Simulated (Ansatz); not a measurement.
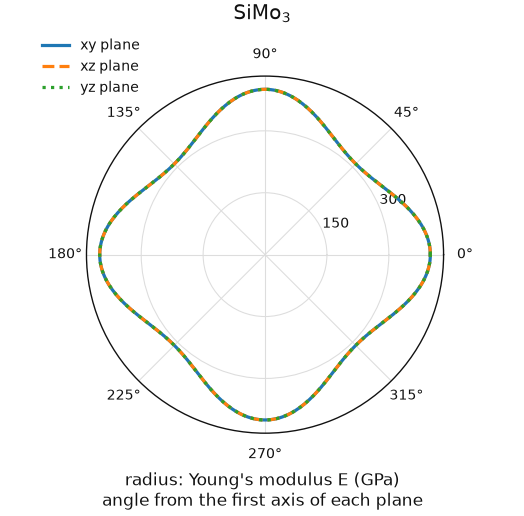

The figure shows the Young's modulus as a function of direction in the xy, xz and yz planes for SiMo₃, space group Pm-3n (No. 223).

The given structure:
```
CELL_PARAMETERS angstrom
4.90794 0.00000 0.00000
0.00000 4.90794 0.00000
0.00000 0.00000 4.90794
ATOMIC_POSITIONS crystal
Si 0.00000 0.00000 0.00000
Si 0.50000 0.50000 0.50000
Mo 0.25000 0.00000 0.50000
Mo 0.50000 0.75000 0.00000
Mo 0.75000 0.00000 0.50000
Mo 0.50000 0.25000 0.00000
Mo 0.00000 0.50000 0.75000
Mo 0.00000 0.50000 0.25000
```

Computed with Ansatz 0.2.0: elastic stress-strain coefficients at zero temperature from small strains of the given cell, Voigt order xx yy zz yz xz xy, Cartesian axes of the cell vectors; plane waves with PAW datasets, Γ-centred k mesh. Level: PBE, no spin polarisation.

- wave cutoff: 420 eV
- k mesh: 8×8×8
- occupations: Fermi–Dirac
- smearing width: 0.15 eV
- ions: relaxed
- strain amplitude: 0.005

Q: Between which limits does E lie over all directions?

A: Over all directions E runs from 289 to 401 GPa, a ratio of 1.38.

Q: What is E along the Cartesian axes and along their diagonal?

A: E is 401 GPa along x, y and z alike, and 289 GPa along the body diagonal x + y + z.

Limits of the calculation: metal sensitive to the k mesh.

The computed values:

Stiffness matrix C (GPa), Voigt order:
```json
{"": "xx", "xx": "464.6", "yy": "139.0", "zz": "139.0", "yz": "0.0", "xz": "0.0", "xy": "0.0"}
{"": "yy", "xx": "139.0", "yy": "464.6", "zz": "139.0", "yz": "0.0", "xz": "0.0", "xy": "0.0"}
{"": "zz", "xx": "139.0", "yy": "139.0", "zz": "464.6", "yz": "0.0", "xz": "0.0", "xy": "0.0"}
{"": "yz", "xx": "0.0", "yy": "0.0", "zz": "0.0", "yz": "110.8", "xz": "0.0", "xy": "0.0"}
{"": "xz", "xx": "0.0", "yy": "0.0", "zz": "0.0", "yz": "0.0", "xz": "110.8", "xy": "0.0"}
{"": "xy", "xx": "0.0", "yy": "0.0", "zz": "0.0", "yz": "0.0", "xz": "0.0", "xy": "110.8"}
```
